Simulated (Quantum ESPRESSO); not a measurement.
# Run report: MgS, relaxation of cell and atoms (part 4 of 4)

MgS (2 atoms in the cell); Kohn-Sham DFT of a periodic cell, LDA, SSSP 1.3 efficiency PBE, no spin polarisation (Quantum ESPRESSO 7.5); cutoff 857.16 eV, 9×9×9 k-mesh, fermi-dirac of 0.05 eV. The structure derives from an entry of the Crystallography Open Database.

Geometry of the input (Å; fractional positions):
```
0.0000  2.6016  2.6016
2.6016  0.0000  2.6016
2.6016  2.6016  0.0000
S  0.5000  0.5000  0.5000
Mg 0.0000  0.0000  0.0000
```

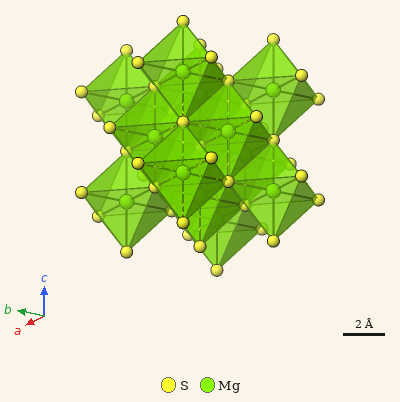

The structure (polyhedral view of the cell 4 times as large as that of the calculation, set on its symmetry axes, seen at an oblique angle; polyhedra are completed across the faces of the cell). An atom can appear more than once, as a periodic image.

### Output, continued
```
     number of k points=    35  Fermi-Dirac smearing, width (Ry)=  0.0037
                       cart. coord. in units 2pi/alat
        k(    1) = (   0.0000000   0.0000000   0.0000000), wk =   0.0027435
        k(    2) = (   0.0794835   0.0794835  -0.0794835), wk =   0.0219479
        k(    3) = (   0.1589671   0.1589671  -0.1589671), wk =   0.0219479
        k(    4) = (   0.2384506   0.2384506  -0.2384506), wk =   0.0219479
        k(    5) = (   0.3179341   0.3179341  -0.3179341), wk =   0.0219479
        k(    6) = (   0.1589671   0.0000000  -0.0000000), wk =   0.0164609
        k(    7) = (   0.2384506   0.0794835  -0.0794835), wk =   0.0658436
        k(    8) = (   0.3179341   0.1589671  -0.1589671), wk =   0.0658436
        k(    9) = (   0.3974177   0.2384506  -0.2384506), wk =   0.0658436
        k(   10) = (  -0.2384506  -0.3974177   0.3974177), wk =   0.0658436
        k(   11) = (  -0.1589671  -0.3179341   0.3179341), wk =   0.0658436
        k(   12) = (  -0.0794835  -0.2384506   0.2384506), wk =   0.0658436
        k(   13) = (  -0.0000000  -0.1589671   0.1589671), wk =   0.0329218
        k(   14) = (   0.3179341   0.0000000  -0.0000000), wk =   0.0164609
        k(   15) = (   0.3974177   0.0794835  -0.0794835), wk =   0.0658436
        k(   16) = (   0.4769012   0.1589671  -0.1589671), wk =   0.0658436
        k(   17) = (  -0.1589671  -0.4769012   0.4769012), wk =   0.0658436
        k(   18) = (  -0.0794835  -0.3974177   0.3974177), wk =   0.0658436
        k(   19) = (  -0.0000000  -0.3179341   0.3179341), wk =   0.0329218
        k(   20) = (   0.4769012  -0.0000000   0.0000000), wk =   0.0164609
        k(   21) = (   0.5563848   0.0794835  -0.0794835), wk =   0.0658436
        k(   22) = (  -0.0794835  -0.5563848   0.5563848), wk =   0.0658436
        k(   23) = (  -0.0000000  -0.4769012   0.4769012), wk =   0.0329218
        k(   24) = (   0.6358683   0.0000000  -0.0000000), wk =   0.0164609
        k(   25) = (  -0.0000000  -0.6358683   0.6358683), wk =   0.0329218
        k(   26) = (   0.3179341   0.1589671   0.0000000), wk =   0.0658436
        k(   27) = (   0.3974177   0.2384506  -0.0794835), wk =   0.1316872
        k(   28) = (  -0.2384506  -0.3974177   0.5563848), wk =   0.1316872
        k(   29) = (   0.4769012   0.1589671   0.0000000), wk =   0.0658436
        k(   30) = (  -0.1589671  -0.4769012   0.6358683), wk =   0.1316872
        k(   31) = (  -0.0794835  -0.3974177   0.5563848), wk =   0.1316872
        k(   32) = (   0.0000000  -0.3179341   0.4769012), wk =   0.0658436
        k(   33) = (  -0.0794835  -0.5563848   0.7153518), wk =   0.0658436
        k(   34) = (  -0.0000000  -0.4769012   0.6358683), wk =   0.0658436
        k(   35) = (  -0.0794835  -0.3974177   0.7153518), wk =   0.0658436

     Dense  grid:    44039 G-vectors     FFT dimensions: (  50,  50,  50)

     Smooth grid:    15593 G-vectors     FFT dimensions: (  36,  36,  36)

     Initial potential from superposition of free atoms

     starting charge       7.9990, renormalised to       8.0000
     Starting wfcs are    8 randomized atomic wfcs +    1 random wfcs

     Self-consistent Calculation

     iteration #  1     ecut=    63.00 Ry     beta= 0.50
     Davidson diagonalization with overlap
     c_bands:  3 eigenvalues not converged
     c_bands:  5 eigenvalues not converged
     c_bands:  5 eigenvalues not converged
     c_bands:  4 eigenvalues not converged
     c_bands:  1 eigenvalues not converged
     c_bands:  2 eigenvalues not converged
     c_bands:  5 eigenvalues not converged
     c_bands:  5 eigenvalues not converged
     c_bands:  3 eigenvalues not converged
     c_bands:  1 eigenvalues not converged
     c_bands:  1 eigenvalues not converged
     c_bands:  3 eigenvalues not converged
     c_bands:  2 eigenvalues not converged
     c_bands:  2 eigenvalues not converged
     c_bands:  4 eigenvalues not converged
     c_bands:  2 eigenvalues not converged
     c_bands:  2 eigenvalues not converged
     c_bands:  3 eigenvalues not converged
     c_bands:  5 eigenvalues not converged
     c_bands:  5 eigenvalues not converged
     c_bands:  2 eigenvalues not converged
     c_bands:  1 eigenvalues not converged
     c_bands:  3 eigenvalues not converged
     c_bands:  5 eigenvalues not converged
     c_bands:  3 eigenvalues not converged
     c_bands:  2 eigenvalues not converged
     c_bands:  1 eigenvalues not converged
     c_bands:  1 eigenvalues not converged
     c_bands:  1 eigenvalues not converged
     c_bands:  2 eigenvalues not converged
     c_bands:  3 eigenvalues not converged
     c_bands:  2 eigenvalues not converged
     c_bands:  1 eigenvalues not converged
     ethr =  1.00E-06,  avg # of iterations = 20.2

     total energy              =     -56.15520089 Ry
     estimated scf accuracy    <       0.07186523 Ry

     iteration #  2     ecut=    63.00 Ry     beta= 0.50
     Davidson diagonalization with overlap
     ethr =  8.98E-04,  avg # of iterations =  2.1

     total energy              =     -56.16758239 Ry
     estimated scf accuracy    <       0.00276785 Ry

     iteration #  3     ecut=    63.00 Ry     beta= 0.50
     Davidson diagonalization with overlap
     ethr =  3.46E-05,  avg # of iterations =  2.2

     total energy              =     -56.16759300 Ry
     estimated scf accuracy    <       0.00063373 Ry

     iteration #  4     ecut=    63.00 Ry     beta= 0.50
     Davidson diagonalization with overlap
     ethr =  7.92E-06,  avg # of iterations =  2.4

     total energy              =     -56.16761742 Ry
     estimated scf accuracy    <       0.00000182 Ry

     iteration #  5     ecut=    63.00 Ry     beta= 0.50
     Davidson diagonalization with overlap
     ethr =  2.28E-08,  avg # of iterations =  8.5

     total energy              =     -56.16762840 Ry
     estimated scf accuracy    <       0.00000046 Ry

     iteration #  6     ecut=    63.00 Ry     beta= 0.50
     Davidson diagonalization with overlap
     ethr =  5.75E-09,  avg # of iterations =  2.3

     total energy              =     -56.16762851 Ry
     estimated scf accuracy    <       0.00000002 Ry

     iteration #  7     ecut=    63.00 Ry     beta= 0.50
     Davidson diagonalization with overlap
     ethr =  2.68E-10,  avg # of iterations =  3.4

     total energy              =     -56.16762853 Ry
     estimated scf accuracy    <          1.5E-09 Ry

     iteration #  8     ecut=    63.00 Ry     beta= 0.50
     Davidson diagonalization with overlap
     ethr =  1.89E-11,  avg # of iterations =  3.1

     total energy              =     -56.16762853 Ry
     estimated scf accuracy    <          2.1E-10 Ry

     iteration #  9     ecut=    63.00 Ry     beta= 0.50
     Davidson diagonalization with overlap
     ethr =  2.57E-12,  avg # of iterations =  3.8

     End of self-consistent calculation

          k = 0.0000 0.0000 0.0000 (  1917 PWs)   bands (ev):

    -7.6719   5.2739   5.2739   5.2739   8.9831  13.0566  13.0566  13.0566
    15.5239

          k = 0.0795 0.0795-0.0795 (  1940 PWs)   bands (ev):

    -7.5430   4.3531   5.1865   5.1865   9.6812  12.7838  13.2812  13.2812
    14.9461

          k = 0.1590 0.1590-0.1590 (  1943 PWs)   bands (ev):

    -7.1835   2.7087   4.9848   4.9848  10.1695  13.1061  13.1061  13.2651
    15.1408

          k = 0.2385 0.2385-0.2385 (  1940 PWs)   bands (ev):

    -6.6950   1.2061   4.7826   4.7826   9.9081  12.4442  12.4442  14.7385
    16.6906

          k = 0.3179 0.3179-0.3179 (  1925 PWs)   bands (ev):

    -6.3038   0.2755   4.6628   4.6628   9.6797  12.0519  12.0519  15.4659
    17.2417

          k = 0.1590 0.0000-0.0000 (  1941 PWs)   bands (ev):

    -7.5005   4.3889   4.9881   4.9881   9.9800  12.2344  13.6230  13.6230
    13.9258

          k = 0.2385 0.0795-0.0795 (  1945 PWs)   bands (ev):

    -7.2187   3.1580   4.7201   4.8025  10.6586  12.0002  12.7946  13.8981
    14.6327

          k = 0.3179 0.1590-0.1590 (  1933 PWs)   bands (ev):

    -6.7703   1.7063   4.5044   4.5148  10.4928  11.9812  13.1846  13.3073
    16.1326

          k = 0.3974 0.2385-0.2385 (  1946 PWs)   bands (ev):

    -6.3316   0.6202   4.1926   4.4467  10.2627  11.5497  12.6825  14.8898
    16.9609

          k =-0.2385-0.3974 0.3974 (  1945 PWs)   bands (ev):

    -6.1868   0.3085   3.9961   4.5338  10.2624  11.5135  12.3648  15.7605
    17.3699

          k =-0.1590-0.3179 0.3179 (  1940 PWs)   bands (ev):

    -6.4615   0.9195   3.9846   4.7460  10.4770  11.8921  12.4336  14.7056
    16.3963

          k =-0.0795-0.2385 0.2385 (  1938 PWs)   bands (ev):

    -6.9315   2.1587   4.1937   5.0062  10.7829  12.5764  12.9125  13.1173
    14.6828

          k =-0.0000-0.1590 0.1590 (  1943 PWs)   bands (ev):

    -7.3372   3.5110   4.6553   5.1919  10.4450  12.3826  13.4356  13.5825
    13.8171

          k = 0.3179 0.0000-0.0000 (  1964 PWs)   bands (ev):

    -7.0280   2.9299   4.3833   4.3833  10.5338  10.9475  13.1185  14.9936
    14.9936

          k = 0.3974 0.0795-0.0795 (  1950 PWs)   bands (ev):

    -6.6613   2.0191   3.9717   4.1329  10.0139  10.9059  13.4134  14.8502
    16.3293

          k = 0.4769 0.1590-0.1590 (  1938 PWs)   bands (ev):

    -6.2510   1.1379   3.3675   4.0525   9.7438  11.7140  13.6086  14.0813
    17.7264

          k =-0.1590-0.4769 0.4769 (  1942 PWs)   bands (ev):

    -6.0244   0.7253   2.8756   4.1635   9.8713  12.2230  13.4727  14.5475
    17.7423

          k =-0.0795-0.3974 0.3974 (  1934 PWs)   bands (ev):

    -6.1536   0.9828   2.7259   4.4340  10.3993  12.4086  13.1292  14.3221
    16.6224

          k =-0.0000-0.3179 0.3179 (  1941 PWs)   bands (ev):

    -6.5344   1.6021   3.1625   4.7698  11.1862  12.6202  12.7574  12.9963
    15.1384

          k = 0.4769-0.0000 0.0000 (  1948 PWs)   bands (ev):

    -6.3996   1.6748   3.8272   3.8272   9.0060   9.9718  15.1041  16.6688
    16.6688

          k = 0.5564 0.0795-0.0795 (  1934 PWs)   bands (ev):

    -6.0850   1.2141   3.2550   3.6994   8.7287  10.1835  15.4244  15.9708
    17.9802

          k =-0.0795-0.5564 0.5564 (  1933 PWs)   bands (ev):

    -5.8787   1.1449   2.2937   3.7822   8.9493  11.4809  15.0204  15.2141
    17.7612

          k =-0.0000-0.4769 0.4769 (  1935 PWs)   bands (ev):

    -5.9109   1.4081   1.7233   4.0552   9.5225  12.9801  14.0867  14.5141
    16.9977

          k = 0.6359 0.0000-0.0000 (  1948 PWs)   bands (ev):

    -5.9096   0.9135   3.5139   3.5139   8.0047   9.4655  17.0668  17.8961
    18.3193

          k =-0.0000-0.6359 0.6359 (  1938 PWs)   bands (ev):

    -5.8255   0.9127   2.9722   3.5438   8.2496   9.9415  16.6356  16.8427
    18.2717

          k = 0.3179 0.1590 0.0000 (  1943 PWs)   bands (ev):

    -6.8918   2.3693   3.9700   4.7050  11.1277  11.6438  12.2707  14.2896
    14.8808

          k = 0.3974 0.2385-0.0795 (  1940 PWs)   bands (ev):

    -6.4567   1.3885   3.4448   4.4334  10.9188  11.5918  12.7568  13.9576
    16.2582

          k =-0.2385-0.3974 0.5564 (  1939 PWs)   bands (ev):

    -6.1187   0.6838   3.2394   4.2027  10.8236  11.1406  13.3086  14.6560
    17.5724

          k = 0.4769 0.1590 0.0000 (  1942 PWs)   bands (ev):

    -6.3135   1.5095   3.3547   3.8643   9.7397  10.8388  13.5685  15.6217
    16.7161

          k =-0.1590-0.4769 0.6359 (  1934 PWs)   bands (ev):

    -6.0000   1.1558   2.6833   3.6170   9.8443  11.7528  13.2695  15.2437
    17.7740

          k =-0.0795-0.3974 0.5564 (  1933 PWs)   bands (ev):

    -5.9107   1.1419   2.2142   3.7098  10.1667  12.2638  13.9317  14.1911
    17.3962

          k = 0.0000-0.3179 0.4769 (  1942 PWs)   bands (ev):

    -6.1090   1.2637   2.4670   4.0551  10.7141  12.1349  12.7757  14.5661
    16.8703

          k =-0.0795-0.5564 0.7154 (  1942 PWs)   bands (ev):

    -5.8786   1.0704   3.0122   3.2259   8.8577  10.3962  15.1568  16.4132
    18.4800

          k =-0.0000-0.4769 0.6359 (  1931 PWs)   bands (ev):

    -5.8090   1.3226   2.1293   3.3005   9.4555  11.6434  14.3944  15.0342
    18.3465

          k =-0.0795-0.3974 0.7154 (  1928 PWs)   bands (ev):

    -5.8247   1.4933   2.0874   3.0028  10.3944  12.5427  12.8603  14.3496
    18.9274

     the Fermi energy is     6.4902 ev

!    total energy              =     -56.16762853 Ry
     estimated scf accuracy    <          1.8E-12 Ry
     smearing contrib. (-TS)   =      -0.00000000 Ry
     internal energy E=F+TS    =     -56.16762853 Ry

     The total energy is F=E-TS. E is the sum of the following terms:
     one-electron contribution =       2.14381456 Ry
     hartree contribution      =       2.99488608 Ry
     xc contribution           =     -10.09638151 Ry
     ewald contribution        =     -21.55959642 Ry
     one-center paw contrib.   =     -29.65035123 Ry

     convergence has been achieved in   9 iterations

     Forces acting on atoms (cartesian axes, Ry/au):

     atom    1 type  1   force =     0.00000000   -0.00000000    0.00000000
     atom    2 type  2   force =    -0.00000000    0.00000000   -0.00000000

     Total force =     0.000000     Total SCF correction =     0.000000

     Computing stress (Cartesian axis) and pressure

          total   stress  (Ry/bohr**3)                   (kbar)     P=        0.01
   0.00000004   0.00000000   0.00000000            0.01        0.00        0.00
   0.00000000   0.00000004   0.00000000            0.00        0.01        0.00
   0.00000000   0.00000000   0.00000004            0.00        0.00        0.01

=------------------------------------------------------------------------------=
   JOB DONE.
=------------------------------------------------------------------------------=
```

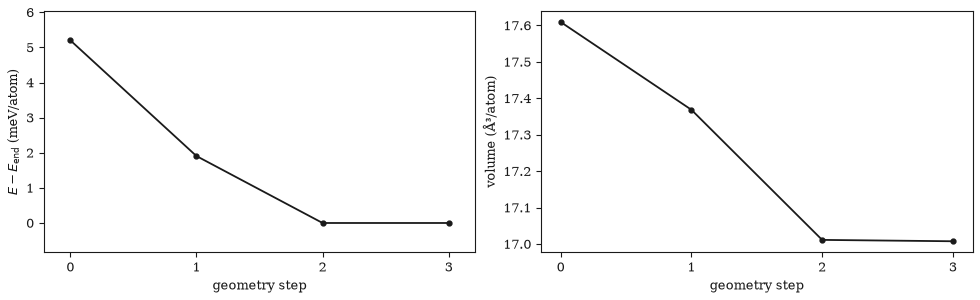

Progress of the relaxation, step by step (steps are counted from 0).

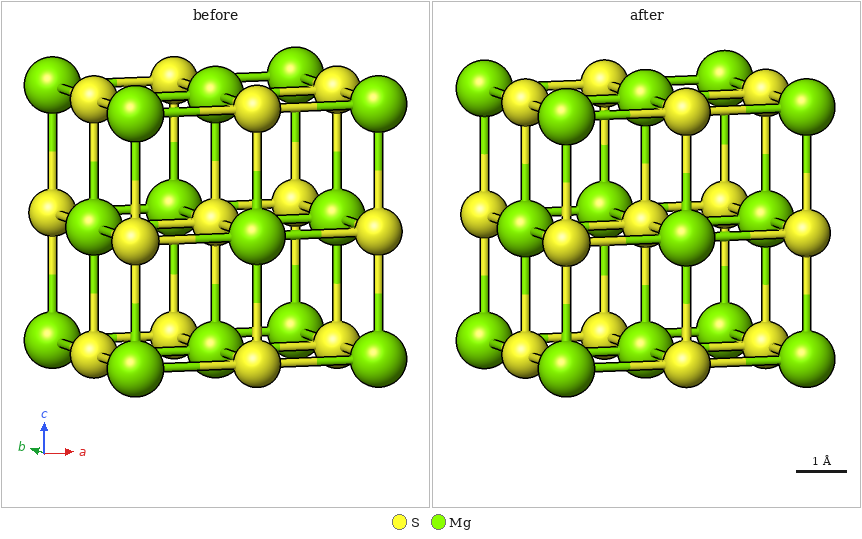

Before (left) and after (right) the relaxation, at one scale (ball-and-stick view of the cell 4 times as large as that of the calculation, set on its symmetry axes, seen slightly off an axis). After 3 geometry steps the energy has fallen by 5.2 meV per atom. All forces vanish by symmetry, so only the cell relaxes. No atom moves by more than 0.005 Å relative to the cell. The volume changes by −3.4 %, with a = b = c 5.203 → 5.143 Å (−1.2 %). Among the contacts that change: S1–Mg2 2.602 → 2.572 Å. The space group stays Fm-3m (No. 225). (Atoms are counted from 1 in the order of the input.)

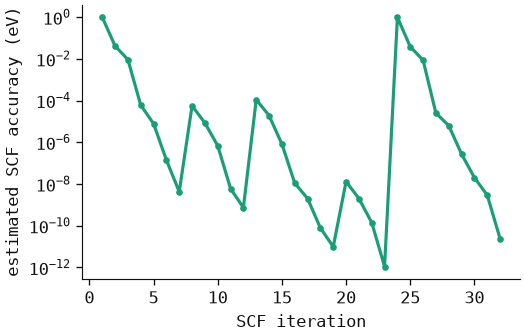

Convergence of the self-consistent field: estimated SCF accuracy against the iteration. The field takes 32 iterations in all.

### Key numbers

| quantity | value |
| --- | --- |
| outcome | converged |
| space group (tolerance 0.01 Å) | Fm-3m (225) |
| electrons treated | 8 |
| free energy | −764.1995 eV |
| Fermi energy | 6.490 eV |
| gap on the k-point mesh | 2.73 eV |
| pressure | 0.00 GPa |
| final volume | 34.02 Å³ |
| largest force (length of the vector) at the end | under 0.001 eV/Å |
| final cell | a = 3.637 Å, b = 3.637 Å, c = 3.637 Å, α = 60.00°, β = 60.00°, γ = 60.00° |
| wall time | 51 s |
| peak memory | 0.22 GiB |

### Remarks

Further notes kept with the run: potentials made for another functional. Points of doubt noted for this run: potentials made for another functional.
